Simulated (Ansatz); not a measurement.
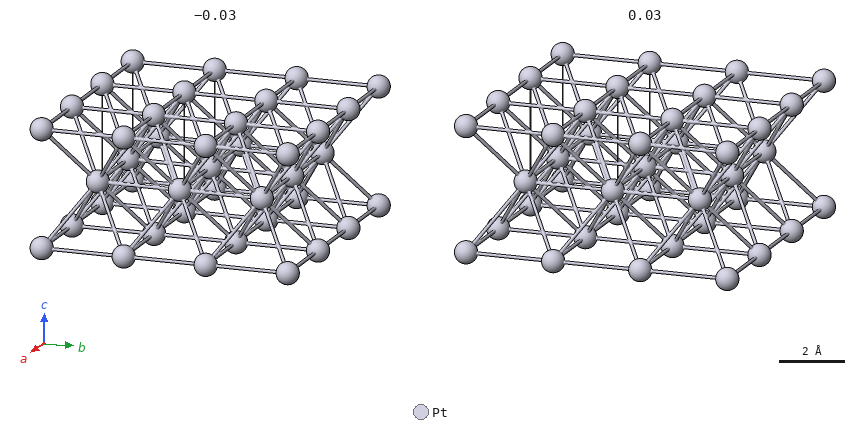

Solid Pt (set up in Fm-3m), under equal strain along all axes (cell held, atoms fixed by symmetry), with energies (extrapolated to zero smearing) counted from the relaxed crystal, which is the row at zero; the cubic crystal is set up in a tetragonal cell with a = a(cubic)/√2 and c = a(cubic). The picture shows the first and the last member. Style: ball-and-stick. Shown: the cell of the calculation, repeated 3 × 3 × 1 with one cell outlined, slightly off an axis.

Computed with Ansatz 0.2.0: DFT PBE, scalar-relativistic, plane waves, PAW. (plane-wave cutoff 420 eV; k-point mesh 18 × 18 × 14; occupations gaussian; smearing width 0.1 eV; no spin polarisation)

```tsv
strain	energy (meV/atom)	a (Å)	c (Å)
−0.03	111.37	2.723	3.851
−0.02	?	?	?
−0.01	11.06	2.779	3.930
0.0	0.00	2.807	3.970
0.01	10.78	2.835	4.010
0.02	40.62	2.863	4.050
0.03	87.00	2.892	4.089
```

Question: One row is withheld. What does the calculation give there?

Answer: A parabola through three neighbouring rows (−0.03, −0.01, 0.0) gives, with Lagrange weights, (0.3333)(111.37) + (1.0000)(11.06) + (−0.3333)(0.00) = 48.18 meV/atom. The calculation gives 47.04 meV/atom (a = 2.751 Å, c = 3.891 Å). The estimate is 1.14 meV/atom too high. From the first member to the last: Pt–Pt 2.723 → 2.892 Å.

The whole series:

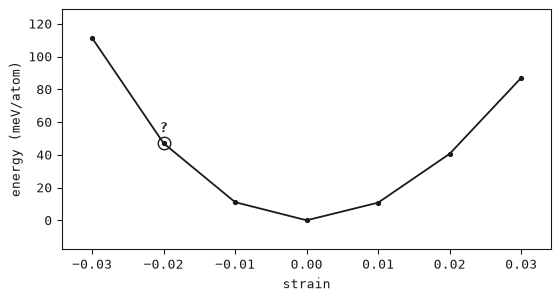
